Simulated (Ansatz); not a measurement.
## CdS (Greenockite): converging the G0W0 gap

Wanted: a G0W0 gap for CdS (Greenockite) that is converged in bands and cutoff, or an estimate of the limit.

Calculated with Ansatz 0.2.0; G0W0 on PBE, plane waves, PAW.

## Step 1: The starting structure

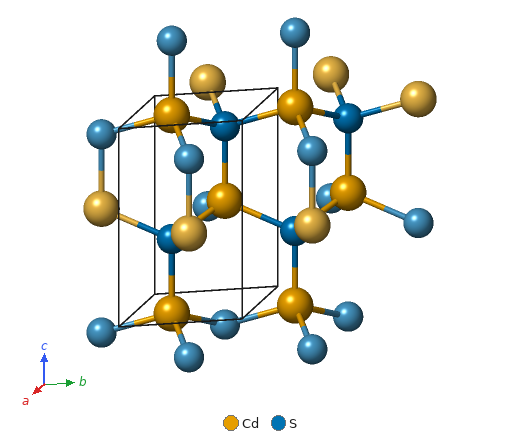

The cell as given, slightly off an axis (cadmium orange, sulfur blue). 1×2×1 cells are drawn. Some periodic images of atoms are drawn too.

Coordinates:

```cif
data_structure
_symmetry_space_group_name_H-M 'P 1'
_symmetry_Int_Tables_number 1
_cell_length_a 4.1370
_cell_length_b 4.1370
_cell_length_c 6.7144
_cell_angle_alpha 90.000
_cell_angle_beta 90.000
_cell_angle_gamma 120.000
_cell_volume 99.52
loop_
_atom_site_label
_atom_site_type_symbol
_atom_site_fract_x
_atom_site_fract_y
_atom_site_fract_z
_atom_site_occupancy
Cd1 Cd 0.66667 0.33333 0.00000 1
Cd2 Cd 0.33333 0.66667 0.50000 1
S3 S 0.66667 0.33333 0.37500 1
S4 S 0.33333 0.66667 0.87500 1
```

The cell and positions come from the Crystallography Open Database and are kept as given unless a step says otherwise. The default PAW set here is soft_2. Its files were made with PBE.

## Step 2: 105 empty bands, screening to 60 eV

G0W0 replaces the xc potential by the self-energy, built once from these orbitals. Only a window of levels is corrected, while the sums run over the empty bands that the input names.

input.yaml reads:

```yaml
crystal:
  lattice:
    - [4.137, 0.0, 0.0]
    - [-2.0685, 3.5827470955, 0.0]
    - [0.0, 0.0, 6.7144]
  atoms:
    - { symbol: Cd, position: [0.6666666667, 0.3333333333, 0.0] }
    - { symbol: Cd, position: [0.3333333333, 0.6666666667, 0.5] }
    - { symbol: S, position: [0.6666666667, 0.3333333333, 0.375] }
    - { symbol: S, position: [0.3333333333, 0.6666666667, 0.875] }
kpoints:
  mp_grid: { grid: [6, 6, 2] }
hamiltonian:
  xc: pbe
scf:
  occupations: { method: fixed }
gw:
  n_empty_bands: 105
  ecut_chi: 60
  qp_bands: [v2, c2]
  qp_kpoints: band_edges
  screening: { model: contour_deformation }
```

Command:

```bash
$ ansatz run input.yaml --threads 3 --pin off --max-ram 92160MiB --backend cuda --events-out ev --progress --plain --runs-dir out --devices 1 --max-vram 13GiB
```

Numbers of over 12 decimals in the logs are rounded to 6 here.

What it wrote:

```text
GPUs: using 1 of 1 available (devices: 1).
Engine: ansatz 0.2.0, x86_64-unknown-linux-gnu
Pseudopotentials: kind: paw
Pseudopotential: Cd, paw, valence charge 20, recommended cutoff 420 eV (normal), Cd.paw.azcp
Pseudopotential: S, paw, valence charge 6, recommended cutoff 420 eV (normal), S.paw.azcp
Functional definition: PBE
  parameter kappa = 0.804
  parameter beta = 0.066725
  exchange = pbe_x(kappa = kappa, mu = beta*pi^2/3)
  correlation = pbe_c(beta = beta)
device memory: the entry about to start is reckoned to put 0.9 GiB on a device that reports 44.0 GiB free (of which the cap on the GPU budget leaves the run 13.0 GiB)
GPU FFT provider: cuFFT
GPU libraries: cuBLAS 13.8.2, cuFFT 12.4.0, cuSOLVER 12.3.4
Crystal: 4 atoms, lattice volume = 99.520 Å³
Basis set: ecut = 420 eV, 1943 PW (Γ)
Bands: 32, of which v1, the nominal top of the filled ones, is band 26 counted from 1 (25 counted from 0)
Symmetry: 12 space group operations
Space group: P63mc (ITA 186), of the structure as read, at distance tolerance 4.6e-5 Å
k-points: 14 of 72
Non-local potential: Cd, projectors of the file, l = 0: 3, l = 1: 2, l = 2: 2, l = 3: 1
Non-local potential: S, projectors of the file, l = 0: 2, l = 1: 2, l = 2: 2
PAW form: soft (Blöchl's): semilocal exchange-correlation on the pseudo side does not see the compensation charge
PAW one-centre angular grid: Cd, 590 points (default); XC on 64 Gauss nodes
PAW one-centre angular grid: S, 110 points (default); XC on 64 Gauss nodes
Initial density: superposition of atomic densities (neutral atoms: chi_scale 0, normalization atom), corrected by the library's trained network
Initial wavefunctions: pseudopotential atomic-orbital guess
GPU buffer pool allocated for 40500 grid points (all kernels)
GPU transforms: local potential and band sums: pruned to the plane-wave sphere, on 27×27×45
Functional: x = pbe(κ = 0.804, μ = 0.219515), c = pbe(β = 0.066725)
SCF iter   1: F=—  HF=-18315.619712 eV  |F-HF|=—  |Δ(HF+E_count)|=         —  Δρ=6.08e-4  dr2=4.38e-4  ethr=1.77e-3  ⟨swp⟩=4.0  Hψ=1522  notcnv=0  defer=54
preconditioner: auto → Resta (q_TF=auto, 2.449 Å⁻¹)  ε∞=4.7  [insulator: Δε(μ)=1.213 eV  Ē_g=11.682 eV  n_scr=22 (ndim 8)  ℏωp=22.3 eV  f_vac=0.127  ε∞_Penn≈4.7]
SCF iter   2: F=—  HF=-18315.621238 eV  |F-HF|=—  |Δ(HF+E_count)|=   1.53e-3  Δρ=2.83e-4  dr2=8.31e-5  ethr=8.43e-7  ⟨swp⟩=2.7  Hψ=967  notcnv=0  defer=56
SCF iter   3: F=—  HF=-18315.621311 eV  |F-HF|=—  |Δ(HF+E_count)|=   7.36e-5  Δρ=1.05e-4  dr2=9.06e-6  ethr=1.60e-7  ⟨swp⟩=2.0  Hψ=673  notcnv=0  defer=54
SCF iter   4: F=—  HF=-18315.621332 eV  |F-HF|=—  |Δ(HF+E_count)|=   2.07e-5  Δρ=3.83e-5  dr2=1.52e-6  ethr=1.74e-8  ⟨swp⟩=2.1  Hψ=672  notcnv=0  defer=54
iter 5 did not close the SCF: its close was put off for the readings that it lacked (scf_convergence_deferred on its scf_iter line)
SCF iter   5: F=-18315.621335 eV  HF=-18315.621335 eV  |F-HF|=1.49e-7  |Δ(HF+E_count)|=   3.18e-6  Δρ=8.30e-6  dr2=9.16e-8  ethr=2.93e-9  ⟨swp⟩=2.0  Hψ=672  notcnv=0  defer=55
SCF iter   6: F=-18315.621335 eV  HF=-18315.621335 eV  |F-HF|=7.94e-9  |Δ(HF+E_count)|=   1.67e-7  Δρ=2.03e-6  dr2=5.39e-9  ethr=1.76e-10  ⟨swp⟩=7.3  Hψ=2045  notcnv=0
SCF 1 converged in 6 iterations: F = -18315.621335 eV  dr2 = 5.39e-9
  greatest PAW one-centre occupation: 1.000 electrons in one spin orbital (limit 2), on the Cd atom at site 1 (counted from 0), in its partial waves of l = 0
device memory: the entry about to start is reckoned to put 1.0 GiB (of the 1.0 GiB reckoned in all, the device holds 0.1 GiB already) on a device that reports 46.3 GiB free (of which the cap on the GPU budget leaves the run 13.0 GiB)
NSCF: frozen V_eff on 14 k-points, pencils in batches of 32, up to order 128
the band table was solved once the SCF had ended and its energy, with any forces and stress, was formed, with the checks that follow a solve (1681 applications of the Hamiltonian). They found nothing against the state; the energy, forces and stress were not computed again (output.eigenvalues in the input reference)
device memory: the entry about to start is reckoned to put 3.4 GiB on a device that reports 45.3 GiB free (of which the cap on the GPU budget leaves the run 13.0 GiB)
NSCF: frozen V_eff on 14 k-points
G₀W₀ screening: q 1/14
[... further progress lines ...]
SCF converged after 6 iterations
Free energy (F): -18315.621335 eV
Harris-Foulkes:  -18315.621335 eV  (|F-HF|=7.94e-9)
Internal energy: -18315.621335 eV  (E = F + TS)
E sigma→0 (E₀):  -18315.621335 eV
Fermi energy:    6.866229 eV
--- Per-component energies (eV) ---
  E_band       = -1014.957574
  E_kinetic    = 1223.971615
  E_local      = -8043.158150  (includes V_loc(G=0)·N_el)
  E_nonlocal   = 124.326534
  E_hartree    = 3694.439798
  E_xc         = -547.922726
  E_vxc        = -618.409260  (∫ρ·V_xc dr)
  E_paw        = -9367.582653  (= ΣΔE_a)
  E_vpaw       = -1090.571426  (= ΣTr[D̂ρ^β])
  E_aug_tail   = 0.000032  (compensation charges beyond the density's cutoff)
  E_ewald      = -5399.695785
  E_smearing   = -0.000000  (= −TS)
  E_closure    = 0.000000  (closes the sum)
  Σ components = -18315.621335   (vs F -18315.621335, Δ=0.00e0)
--- Band table (eV; the first three rows and the last of 14) ---
  k-point 0: bands = [... 22 lower, 6.0969, 6.8244, 6.8662, 6.8662, 8.0854, 9.6690, 13.3240, 13.3240, ... 2 higher]
  k-point 1: bands = [... 22 lower, 6.4678, 6.4678, 6.4678, 6.4678, 9.7287, 9.7287, 13.0507, 13.0507, ... 2 higher]
  k-point 2: bands = [... 22 lower, 5.6736, 5.7824, 6.6202, 6.6820, 9.2237, 10.5252, 12.6143, 13.6757, ... 2 higher]
  k-point 13: bands = [... 22 lower, 4.4524, 4.4524, 5.7464, 5.7464, 11.2761, 11.2761, 12.9576, 12.9576, ... 2 higher]
--- G₀W₀: contour deformation, 7 samples at zero and on the imaginary axis and 1 off it, 72 q-points, 105 empty bands' worth ---
  eigenvalues of the whole cell's RPA ε∞ on this k-mesh (on a slab, of 1 + 4πα/V) = 7.0222, 7.0222, 7.1765; static W/v taken at q = 0 is 0.140676
  bands read: the sum over 131 bands ends inside a degenerate multiplet in 7 slots, whose members it reads at an even weight; the widest, k=1: bands 131 to 134 (counted from 1) at 1/4 each
  gw.qp_kpoints: band_edges: 9 of 14 stored k-points solved, in 1 pass; an edge of the gap read off the rows below is read off those points alone
    valence top: of the k-points left out ik 8 came nearest to being solved in a further pass, in band 26 (counted from 1, as in the quasiparticle table): it holds the edge there only if its correction is more favourable than any solved in that band by at least 0.619 eV; those differ by 0.169 eV
    conduction bottom: of the k-points left out ik 8 came nearest to being solved in a further pass, in band 27 (counted from 1, as in the quasiparticle table): it holds the edge there only if its correction is more favourable than any solved in that band by at least 2.199 eV; those differ by 0.257 eV
    ik  band        ε_KS         Σx   Σc(E_QP)       V_xc       Z   E_QP_lin       E_QP  E_QP is
     0    25      6.8662   -20.8228     2.4813   -18.0644  0.7504     6.5866     6.5890  root
     0    26      6.8662   -20.8228     2.4813   -18.0644  0.7504     6.5866     6.5890  root
     0    27      8.0854    -8.7159    -3.3312   -12.4553  0.7887     8.4986     8.4936  root
     0    28      9.6690    -8.1983    -3.6892   -12.4422  0.7853    10.2348    10.2237  root
     1    25      6.4678   -20.2923     2.6019   -17.3517  0.7475     6.1254     6.1292  root
     1    26      6.4678   -20.2923     2.6019   -17.3517  0.7475     6.1254     6.1292  root
     1    27      9.7287    -8.7118    -3.6003   -12.8607  0.7798    10.2881    10.2773  root
     1    28      9.7287    -8.7118    -3.6003   -12.8607  0.7798    10.2881    10.2773  root
     2    25      6.6202   -20.4944     2.6233   -17.5392  0.7474     6.2846     6.2883  root
     2    26      6.6820   -20.5828     2.5432   -17.7334  0.7488     6.3728     6.3758  root
     2    27      9.2237    -9.7428    -3.2579   -13.4959  0.7765     9.7272     9.7189  root
     2    28     10.5252    -8.6684    -3.8234   -13.1394  0.7750    11.1902    11.1728  root
     3    25      6.2110   -19.9388     2.6584   -16.9069  0.7452     5.8327     5.8376  root
     3    26      6.2110   -19.9388     2.6584   -16.9069  0.7452     5.8327     5.8376  root
     3    27     10.4700    -8.9908    -3.7769   -13.3894  0.7708    11.1074    11.0918  root
     3    28     10.4700    -8.9908    -3.7769   -13.3894  0.7708    11.1074    11.0918  root
     4    25      6.0391   -19.6258     2.6983   -16.5180  0.7436     5.6234     5.6296  root
     4    26      6.3104   -20.0702     2.6566   -17.0547  0.7452     5.9470     5.9515  root
     4    27     10.3096    -8.8506    -3.7714   -13.2319  0.7719    10.9343    10.9195  root
     4    28     10.8728    -7.8668    -3.7998   -12.2391  0.7806    11.4582    11.4454  root
     5    25      5.7437   -19.3031     2.7714   -16.1025  0.7401     5.3074     5.3145  root
     5    26      5.7437   -19.3031     2.7714   -16.1025  0.7401     5.3074     5.3145  root
     5    27     10.5811    -7.8488    -3.7561   -12.1278  0.7799    11.1142    11.1040  root
     5    28     10.5811    -7.8488    -3.7561   -12.1278  0.7799    11.1142    11.1040  root
[...]
7    25      5.5382   -19.1707     2.8370   -15.8871  0.7374     5.0838     5.0918  root
     7    26      5.5382   -19.1707     2.8370   -15.8871  0.7374     5.0838     5.0918  root
     7    27     10.3530    -7.6581    -3.6785   -11.8121  0.7847    10.8366    10.8285  root
     7    28     10.3530    -7.6581    -3.6785   -11.8121  0.7847    10.8366    10.8285  root
    13    25      5.7464   -19.2572     2.8054   -16.0294  0.7390     5.3172     5.3241  root
    13    26      5.7464   -19.2572     2.8054   -16.0294  0.7390     5.3172     5.3241  root
    13    27     11.2761    -8.3301    -4.0278   -13.0227  0.7727    11.9609    11.9409  root
    13    28     11.2761    -8.3301    -4.0278   -13.0227  0.7727    11.9609    11.9409  root
```

Elapsed: 12 s, on 1 × NVIDIA H100 80GB HBM3 (shared by 6 runs) with 3 threads of AMD EPYC 7R13 (Zen 3), shared host; peak memory 1.1 GiB.

This step gave:

```
bands summed                                 : 131
RPA ε∞ on this mesh (eigenvalues)            : 7.022, 7.022, 7.176
plane waves in the screening matrix          : 99
q-points in the mesh                         : 72
G0W0 gap on the mesh                         : 1.905 eV
k of the valence top                         : 0, 0, 0
k of the conduction bottom                   : 0, 0, 0
starting gap on the mesh                     : 1.219 eV
Z at the valence top                         : 0.7504
Z at the conduction bottom                   : 0.7887
least direct G0W0 gap on the computed points : 1.905 eV
```

The gap on the mesh goes from 1.22 eV to 1.90 eV, a correction of +0.69 eV. Between the two edge states, bare exchange in place of the xc potential would open the gap by 6.50 eV, and correlation takes back 5.81 eV.

## Step 3: 297 empty bands, screening to 120 eV

Bands and screening cutoff are moved together, since each hides the error of the other.

Edit input.yaml of step 2 so:

```diff
@@ -17,4 +17,4 @@
 gw:
-  n_empty_bands: 105
-  ecut_chi: 60
+  n_empty_bands: 297
+  ecut_chi: 120
   qp_bands: [v2, c2]
```

What it wrote:

```text
GPUs: using 1 of 1 available (devices: 1).
[...]
GPU FFT provider: cuFFT
GPU libraries: cuBLAS 13.8.2, cuFFT 12.4.0, cuSOLVER 12.3.4
Crystal: 4 atoms, lattice volume = 99.520 Å³
Basis set: ecut = 420 eV, 1943 PW (Γ)
Bands: 32, of which v1, the nominal top of the filled ones, is band 26 counted from 1 (25 counted from 0)
Symmetry: 12 space group operations
[...]
k-points: 14 of 72
[...]
GPU buffer pool allocated for 40500 grid points (all kernels)
[...]
SCF iter   1: F=—  HF=-18315.619712 eV  |F-HF|=—  |Δ(HF+E_count)|=         —  Δρ=6.08e-4  dr2=4.38e-4  ethr=1.77e-3  ⟨swp⟩=4.0  Hψ=1522  notcnv=0  defer=54
[...]
SCF iter   6: F=-18315.621335 eV  HF=-18315.621335 eV  |F-HF|=7.94e-9  |Δ(HF+E_count)|=   1.67e-7  Δρ=2.03e-6  dr2=5.39e-9  ethr=1.76e-10  ⟨swp⟩=7.3  Hψ=2045  notcnv=0
SCF 1 converged in 6 iterations: F = -18315.621335 eV  dr2 = 5.39e-9
[...]
NSCF: frozen V_eff on 14 k-points, pencils in batches of 32, up to order 128
[...]
NSCF: frozen V_eff on 14 k-points
G₀W₀ screening: q 1/14
[... further progress lines ...]
SCF converged after 6 iterations
Free energy (F): -18315.621335 eV
[...]
Internal energy: -18315.621335 eV  (E = F + TS)
E sigma→0 (E₀):  -18315.621335 eV
Fermi energy:    6.866229 eV
[...]
--- Band table (eV; the first three rows and the last of 14) ---
  k-point 0: bands = [... 22 lower, 6.0969, 6.8244, 6.8662, 6.8662, 8.0854, 9.6690, 13.3240, 13.3240, ... 2 higher]
  k-point 1: bands = [... 22 lower, 6.4678, 6.4678, 6.4678, 6.4678, 9.7287, 9.7287, 13.0507, 13.0507, ... 2 higher]
  k-point 2: bands = [... 22 lower, 5.6736, 5.7824, 6.6202, 6.6820, 9.2237, 10.5252, 12.6143, 13.6757, ... 2 higher]
  k-point 13: bands = [... 22 lower, 4.4524, 4.4524, 5.7464, 5.7464, 11.2761, 11.2761, 12.9576, 12.9576, ... 2 higher]
[...]
0    25      6.8662   -20.8228     2.1516   -18.0644  0.7448     6.2450     6.2594  root
     0    26      6.8662   -20.8228     2.1516   -18.0644  0.7448     6.2450     6.2594  root
     0    27      8.0854    -8.7159    -3.5841   -12.4553  0.7856     8.2413     8.2407  root
     0    28      9.6690    -8.1983    -3.9449   -12.4422  0.7827     9.9707     9.9680  root
     1    25      6.4678   -20.2923     2.2861   -17.3517  0.7422     5.7954     5.8134  root
     1    26      6.4678   -20.2923     2.2861   -17.3517  0.7422     5.7954     5.8134  root
     1    27      9.7287    -8.7118    -3.8741   -12.8607  0.7767    10.0058    10.0036  root
     1    28      9.7287    -8.7118    -3.8741   -12.8607  0.7767    10.0058    10.0036  root
[...]
13    25      5.7464   -19.2572     2.5109   -16.0294  0.7343     5.0049     5.0296  root
    13    26      5.7464   -19.2572     2.5109   -16.0294  0.7343     5.0049     5.0296  root
    13    27     11.2761    -8.3301    -4.2943   -13.0227  0.7699    11.6803    11.6744  root
    13    28     11.2761    -8.3301    -4.2943   -13.0227  0.7699    11.6803    11.6744  root
```

Elapsed: 30 s, on 1 × NVIDIA H100 80GB HBM3 (shared by 6 runs) with 3 threads; peak memory 1.4 GiB.

Numbers from this step:

```yaml
bands_summed: 323
rpa_eps_infinity_on_this_mesh_eigenvalues: 6.981, 6.981, 7.139
plane_waves_in_the_screening_matrix: 311
q_points_in_the_mesh: 72
g0w0_gap_on_the_mesh: 1.981 eV
k_of_the_valence_top: 0, 0, 0
k_of_the_conduction_bottom: 0, 0, 0
starting_gap_on_the_mesh: 1.219 eV
z_at_the_valence_top: 0.7448
z_at_the_conduction_bottom: 0.7856
least_direct_g0w0_gap_on_the_computed_points: 1.981 eV
```

Against the run with 6×6×2 mesh, 105 empty bands, screening to 60 eV, the gap moves by +0.08 eV.

## Step 4: 639 empty bands, screening to 200 eV

Edit input.yaml of step 3 so:

```diff
@@ -17,4 +17,4 @@
 gw:
-  n_empty_bands: 297
-  ecut_chi: 120
+  n_empty_bands: 639
+  ecut_chi: 200.0
   qp_bands: [v2, c2]
```

What it wrote:

```text
GPUs: using 1 of 1 available (devices: 1).
[...]
GPU FFT provider: cuFFT
GPU libraries: cuBLAS 13.8.2, cuFFT 12.4.0, cuSOLVER 12.3.4
Crystal: 4 atoms, lattice volume = 99.520 Å³
Basis set: ecut = 420 eV, 1943 PW (Γ)
Bands: 32, of which v1, the nominal top of the filled ones, is band 26 counted from 1 (25 counted from 0)
Symmetry: 12 space group operations
[...]
k-points: 14 of 72
[...]
1    28      9.7287    -8.7118    -3.9961   -12.8607  0.7759     9.8821     9.8815  root
[...]
13    25      5.7464   -19.2572     2.3765   -16.0294  0.7333     4.8544     4.8952  root
    13    26      5.7464   -19.2572     2.3765   -16.0294  0.7333     4.8544     4.8952  root
    13    27     11.2761    -8.3301    -4.4016   -13.0227  0.7692    11.5700    11.5671  root
    13    28     11.2761    -8.3301    -4.4016   -13.0227  0.7692    11.5700    11.5671  root
[key lines of the parts left out:]
SCF converged after 6 iterations
Free energy (F): -18315.621335 eV
Fermi energy:    6.866229 eV
```

Elapsed: 48 s, on 1 × NVIDIA H100 80GB HBM3 (shared by 6 runs) with 3 threads; peak memory 2.3 GiB; 80 s of CPU time.

This step gave:

```
bands summed                                 : 665
RPA ε∞ on this mesh (eigenvalues)            : 6.974, 6.974, 7.130
plane waves in the screening matrix          : 627
G0W0 gap on the mesh                         : 2.020 eV
k of the valence top                         : 0, 0, 0
k of the conduction bottom                   : 0, 0, 0
starting gap on the mesh                     : 1.219 eV
least direct G0W0 gap on the computed points : 2.020 eV
```

Against the run with 6×6×2 mesh, 297 empty bands, screening to 120 eV, the gap moves by +0.04 eV.

(Part 1 of 2 ends here.)

[Paths, hosts, dates, memory and timing lines, banners, echoed tables and standing remarks are left out of the program output.]

[Logs are printed without paths, hosts, clocks, repeated set-up lines and the standing remarks that a program may print on its own settings, such as how far it seeks lower states.]

[Runs of the session that timed out or met a known fault of the program may be left out.]

[Cells called generated may have been cut or substituted from an entry of the Crystallography Open Database or the Materials Project.]

[Hosts, paths, dates, database ids (printed as entryN), source tags and the programs' standing remarks are cut or masked in the printed files.]
